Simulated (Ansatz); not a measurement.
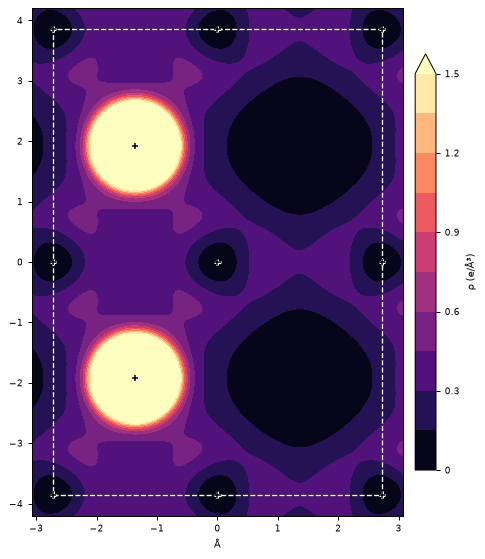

The valence electron density on a plane through atoms (crosses mark nuclei in the plane).

These are results of DFT PBE, scalar-relativistic, plane waves, PAW (Ansatz 0.2.0), not measurements.

Candidates:
A. Si2Ni, a = 5.45 Å, b = 5.45 Å, c = 5.45 Å, α = 90.00°, β = 90.00°, γ = 90.00°. Space group Fm-3m; computed without spin polarisation.
B. CoO, a = 3.02 Å, b = 3.02 Å, c = 4.21 Å, α = 90.00°, β = 90.00°, γ = 90.00°. Space group I4/mmm; spin-polarised.
C. Si16C17 (cell charge +3, with a compensating background) (cell with a defect), a = 6.19 Å, b = 6.19 Å, c = 10.13 Å, α = 90.00°, β = 90.00°, γ = 120.00°. The program warned that a starting moment wasn't kept; spin-polarised, but the moments vanished.

**Which candidate gave the map?**

Candidate A: Si2Ni on the (101) plane of the conventional cell, which holds Si and Ni. Si–Ni (2.36 Å): the density is about 0.46 e/Å³ at the midpoint.
